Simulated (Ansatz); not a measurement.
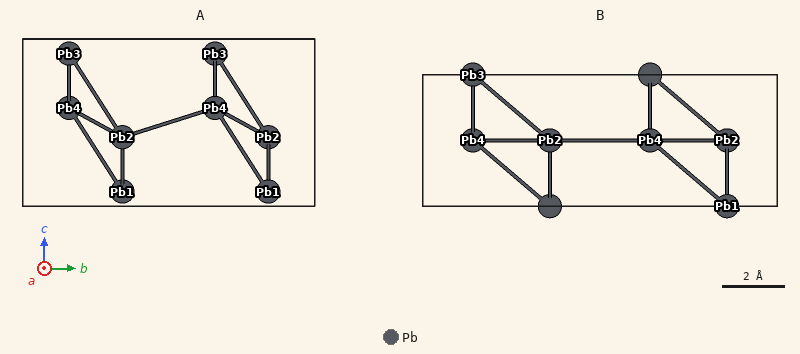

Two geometries of solid Pb (built on the alpha-gallium_64 type), drawn at one scale. One is the start of a relaxation, the other its converged end. A ball-and-stick model of the conventional cell (2 times the calculation's cell), seen along the a axis. Lengths and directions refer to the drawn axes.

Level of theory: DFT PBEsol, scalar-relativistic, plane waves, PAW in Ansatz. Set-up: plane-wave cutoff 420 eV; k-point mesh 10 × 10 × 8; occupations gaussian; smearing width 0.1 eV; no spin polarisation; cell and atoms relaxed; force threshold 0.01 eV/Å; at most 80 steps.

Which one is relaxed?

Answer. Structure B is the relaxed one. Case: alpha-gallium type (Cmce, No. 64). After 18 accepted moves (26 points after the start) the energy has fallen by 47.0 meV per atom. Largest force component: 0.076 eV/Å at the start, 0.0083 eV/Å at the end. The pressure goes from 0.27 to 0.00 GPa. The line search rejected the trial steps at points 7, 10, 15, 18, 19, 21 of the run. The SCF was repeated twice at an unchanged geometry on a basis and grid sized afresh for the cell, which shifted the energy by 4.2 meV per atom at most. The largest moves relative to the cell, 0.42 Å, are those of Pb1, Pb2, Pb3 and Pb4. Pb2 goes roughly along [0 1 3]. Cell: a 5.479 → 5.202 Å (−5.1 %), b 9.480 → 11.513 Å (+21.4 %), c 5.431 → 4.273 Å (−21.3 %). Volume −9.3 %. Among the contacts that change: Pb1–Pb2 4.578 → 3.366 Å, Pb1–Pb3 3.378 → 3.607 Å, Pb1–Pb2 (another image) 3.258 → 3.366 Å, Pb1–Pb3 (another image) 3.154 → 3.258 Å. The space group (tolerance 0.01 Å) goes from Cmce (No. 64) to Fmmm (No. 69).
